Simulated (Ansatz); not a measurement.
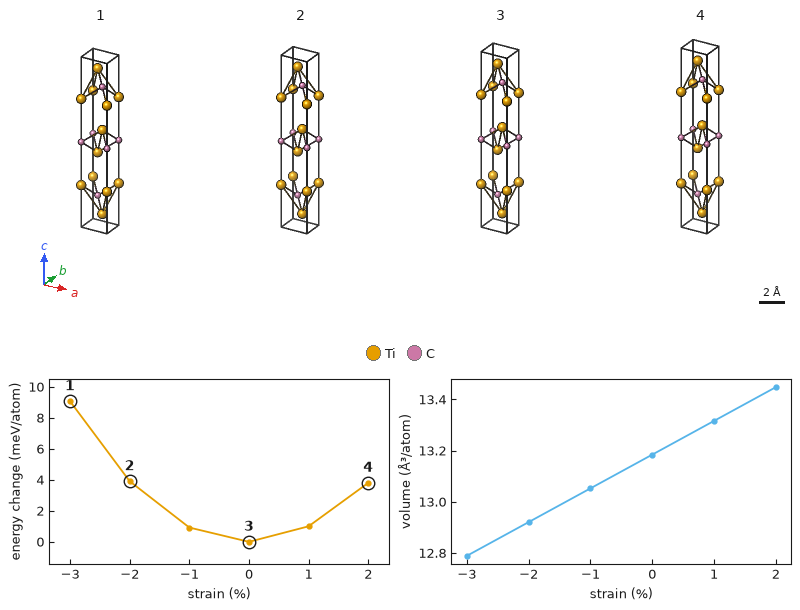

Members of a series of calculations on solid Ti2C (set up in R-3m), marked on the first curve. The picture is a ball-and-stick view of the cell of the calculation, seen slightly off an axis.

Method: DFT r2SCAN, scalar-relativistic, plane waves, PAW in Ansatz 0.2.0. Set-up: plane-wave cutoff 500 eV; k-point mesh 12 × 12 × 4; occupations gaussian; smearing width 0.1 eV; no spin polarisation.

Which kind of strain is it, and how does the structure respond?

Answer. Strain along c alone, the other axes held, atoms relaxed. 1 (strain −3.0 %): energy change 9.1 meV/atom, volume 12.79 Å³ per atom. 2 (strain −2.0 %): energy change 3.9 meV/atom, volume 12.92 Å³ per atom. 3 (strain 0.0 %): energy change 0.0 meV/atom, volume 13.18 Å³ per atom. 4 (strain 2.0 %): energy change 3.8 meV/atom, volume 13.45 Å³ per atom. The rest compares 1 with 4. The drawn cell changes as follows: a = b unchanged at 3.078 Å, c 14.029 → 14.752 Å (+5.2 %); the volume changes by +5.2 %. Some distances before and after: Ti–Ti 2.864 → 2.895 Å, C–Ti 2.102 → 2.113 Å.

Limits of the set-up: layers or molecules are held without a dispersion correction, so their spacing is unreliable.
